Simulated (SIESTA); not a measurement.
# Energy of Sb along an even scaling of the cell

System: Sb (P6₃/mmc, 2 atoms in the cell).
Method: Kohn-Sham DFT of a periodic cell, LDA, PseudoDojo 0.4 standard, converted to PSML, no spin polarisation (SIESTA 5.4.2).

The 7 runs differ only in the geometry, by an even scaling of the cell at fixed fractional positions. The structure derives from a Materials Project entry.

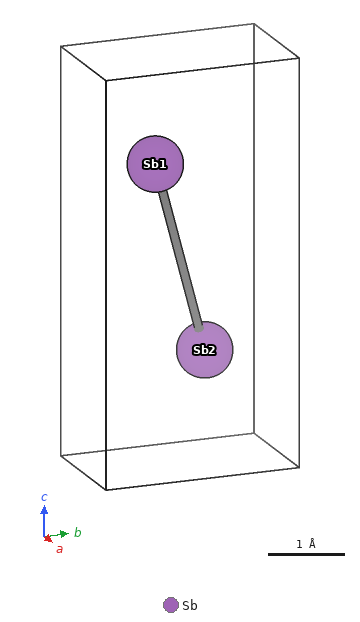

Figure 1. The structure of run 4 (ball-and-stick view of the cell of the calculation, seen slightly off an axis; atoms are numbered from 1 in the order of the input). An atom can appear more than once, as a periodic image.

**Input of run 4**
```
SystemName                      Sb
SystemLabel                     Sb
NumberOfSpecies                 1
NumberOfAtoms                   2
%block ChemicalSpeciesLabel
  1  51 Sb
%endblock ChemicalSpeciesLabel

LatticeConstant                 1.0 Ang
%block LatticeVectors
     3.3545324186     0.0000000000     0.0000000000
    -1.6772662093     2.9051102923     0.0000000000
     0.0000000000     0.0000000000     5.4701606500
%endblock LatticeVectors
AtomicCoordinatesFormat         Fractional
%block AtomicCoordinatesAndAtomicSpecies
     0.6666666667     0.3333333333     0.7500000000  1  Sb
     0.3333333333     0.6666666667     0.2500000000  1  Sb
%endblock AtomicCoordinatesAndAtomicSpecies

%block kgrid.MonkhorstPack
    9   0   0  0.0
    0   9   0  0.0
    0   0   5  0.0
%endblock kgrid.MonkhorstPack
XC.Functional                   LDA
XC.Authors                      PW92
PAO.BasisSize                   DZP
PAO.EnergyShift                 0.003 Ry
Mesh.Cutoff                     500 Ry
OccupationFunction              FD
ElectronicTemperature           0.05 eV
MaxSCFIterations                120
SCF.MustConverge                false
SCF.Mixer.Method                Pulay
SCF.Mixer.Weight                0.25
SCF.Mixer.History               8
SCF.DM.Tolerance                5.0e-05
SCF.H.Tolerance                 1.0e-03 eV
WriteForces                     true
Charge.Mulliken                 end
%block PAO.Basis
  Sb 4
  n=5 0 2
    5.972 0.000
  n=5 1 2
    7.827 0.000
  n=4 2 2
    3.490 0.000
  n=5 2 1
    7.827
%endblock PAO.Basis
```

Command:
```bash
siesta Sb.fdf > Sb.out 2>&1
```

Run 2 differs from it as follows:
```diff
-     3.3545324186     0.0000000000     0.0000000000
-    -1.6772662093     2.9051102923     0.0000000000
-     0.0000000000     0.0000000000     5.4701606500
+     3.3091953418     0.0000000000     0.0000000000
+    -1.6545976709     2.8658472321     0.0000000000
+     0.0000000000     0.0000000000     5.3962304974
```

**Results, with one run withheld**

```tsv
run	volume per atom (Å³)	free energy per atom, from the lowest run given (meV)	pressure (GPa)
1	25.055	13.21	3.69
2	25.588	?	?
3	26.121	0.00	0.41
4	26.654	0.90	−0.92
5	27.187	6.11	−2.19
6	27.720	15.33	−3.33
7	28.253	28.20	−4.39
```

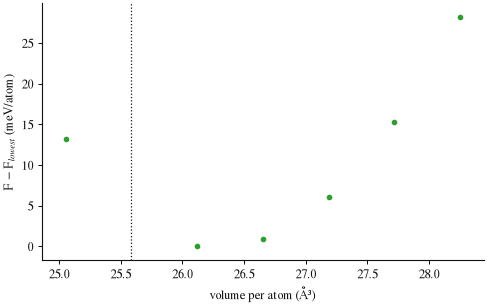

Figure 2. Free energy per atom of the runs given; the dotted line marks run 2.

What should run 2 give?

A cubic polynomial in V^(−2/3) (the Birch–Murnaghan form), fitted to the 6 runs given, misses them by at most 0.02 meV per atom. With x = V^(−2/3) − 0.11167 Å⁻², it reads F = 1.8733 − 2891.8 x + 1.0052e+06 x² − 1.5297e+06 x³ (meV per atom). At run 2 it gives 3.97 meV per atom, and the run itself gives 3.87. The slope of the fit gives a pressure −dF/dV of 1.96 GPa there, and the run prints 1.96 GPa. The fit has its minimum at 26.286 Å³ per atom, where V d²F/dV² gives 69.2 GPa. Cell shape and fractional positions are held, so this is the stiffness under even scaling; the relaxed bulk modulus wasn't computed.

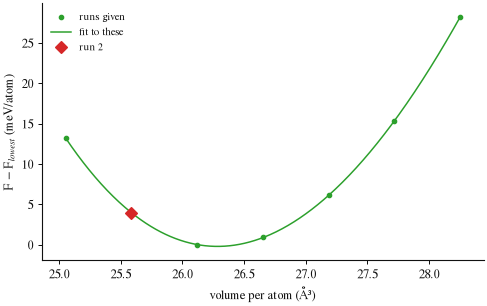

Figure 3. The fit and the withheld run.

**Some lines of the output (run 2)**
```
[...]
outcell: Cell volume (Ang**3)        :     51.1760
stepf: Fermi-Dirac step function
siesta: Etot    =     -4937.021615
siesta: FreeEng =     -4937.031525
        iscf     Eharris(eV)        E_KS(eV)     FreeEng(eV)     dDmax    Ef(eV) dHmax(eV)
siesta: E_KS(eV) =            -4937.0626
siesta: E_KS - E_eggbox =     -4937.0626
siesta: Etot    =     -4937.062572
siesta: FreeEng =     -4937.073624
siesta:         Fermi =      -4.242211
siesta: Cell volume =         51.175952 Ang**3
    Orbital volume contribution        =           2.231283 eV
```

Notes: Points of doubt noted for this run: mulliken charges of long orbitals. With a small basis of atomic orbitals these values can differ much from converged plane-wave results.
